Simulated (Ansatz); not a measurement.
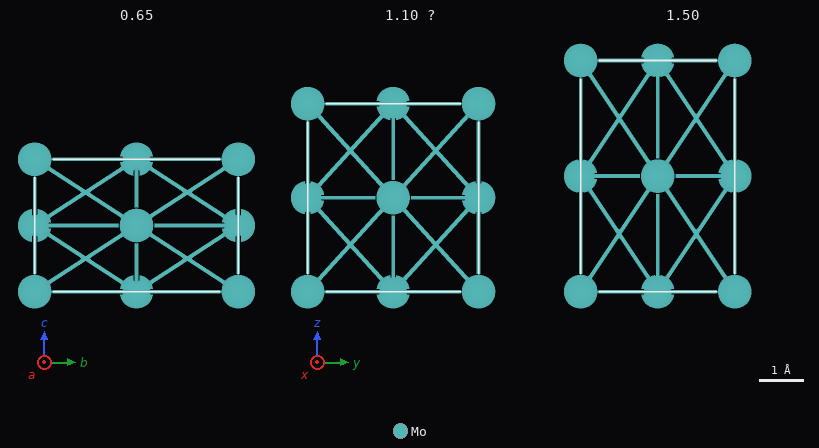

Energy scan for a crystal of Mo (Fm-3m), in which the ratio of the cell's length along z to its lengths across, counted as 1 for the reference, is changed at fixed volume (a tetragonal or Bain path), with the atoms kept at their fractional coordinates. x, y and z are the Cartesian axes of the input. The picture is a ball-and-stick view of the conventional cell (4 times the calculation's cell), seen along the a axis. Lengths and directions refer to the drawn axes.

These are results of DFT PBE, scalar-relativistic, plane waves, PAW (Ansatz), not measurements. Set-up: plane-wave cutoff 420 eV; k-point mesh 22 × 22 × 22; occupations gaussian; smearing width 0.15 eV; no spin polarisation. Energies (free energies at the smearing named) are counted from the cell as listed in its source, which wasn't relaxed.

| axial ratio over its reference value | energy change (meV/atom) |
| --- | --- |
| 0.650 | −342 |
| 0.707 | −409 |
| 0.780 | −326 |
| 0.850 | −166 |
| 0.920 | −48 |
| 0.960 | −12 |
| 1.000 | 0 |
| 1.100 | ? |
| 1.200 | −86 |
| 1.300 | −83 |
| 1.414 | 37 |
| 1.500 | 206 |

**Estimate the missing energy from the other rows, and compare with the calculation.**

A straight line between the two neighbours gives −43 meV/atom. A cubic through the four nearest rows (0.960, 1.000, 1.200, 1.300) gives, with Lagrange weights, (−0.6127)(−12) + (1.1667)(0) + (0.5833)(−86) + (−0.1373)(−83) = −31 meV/atom. The calculation gives −41 meV/atom, so the cubic is 10 meV/atom too high and the straight line 2 meV/atom too low.

The whole profile:

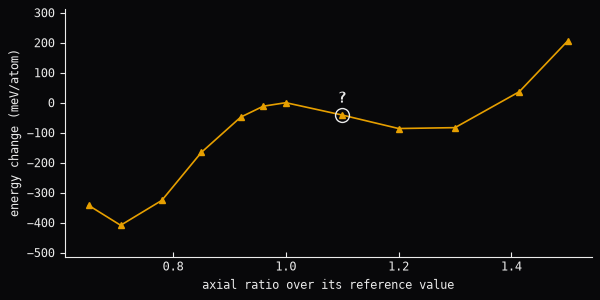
